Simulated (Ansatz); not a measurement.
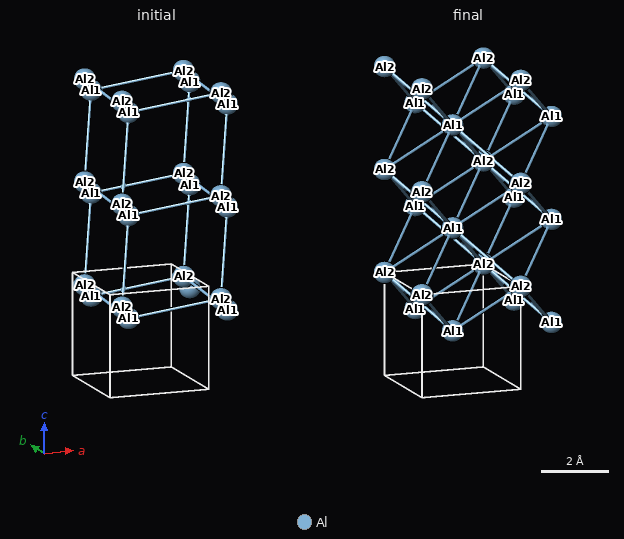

The structure of crystalline Al (set up in P-1) before (left) and after (right) a relaxation, at one scale.

The picture is a ball-and-stick view of the cell of the calculation, repeated 2 × 2 × 3 with one cell outlined, seen slightly off an axis.

Case: a zone-boundary wave of random shape, sigma 0.4 Å; relaxed back.

Theory: DFT r2SCAN, scalar-relativistic, plane waves, PAW in Ansatz 0.2.0. Settings: plane-wave cutoff 500 eV; k-point mesh 10 × 10 × 10; occupations gaussian; smearing width 0.15 eV; no spin polarisation; atoms relaxed in a fixed cell; force threshold 0.01 eV/Å; at most 80 steps.

### Describe what moved and what it gained.

Over 4 accepted moves (5 points after the start) the energy falls by 3468 meV per atom. Largest force component: 10 eV/Å at the start, 0.0017 eV/Å at the end. 1 step only repeated the SCF at the same geometry. The largest moves, 0.62 Å, are those of Al1 and Al2. Al1 goes roughly along [1 0 −1]. The cell stays as it was. Some distances before and after: Al1–Al2 3.907 → 2.762 Å, Al1–Al2 (another image) 1.750 → 2.761 Å, Al1–Al2 (another image) 3.759 → 2.762 Å, Al1–Al2 (another image) 2.049 → 2.761 Å. New bonds form: Al1–Al2 (3.76 → 2.76 Å), Al1–Al2 (3.91 → 2.76 Å). Bond angles that change, for instance: Al2–Al1–Al2 113.9° → 70.5°, Al2–Al1–Al2 129.7° → 109.5°, Al2–Al1–Al2 128.1° → 109.5°. Within 0.06 Å the space group is C2/m at the start and Im-3m at the end; at a tighter tolerance small leftover displacements or strains of the cell lower it.
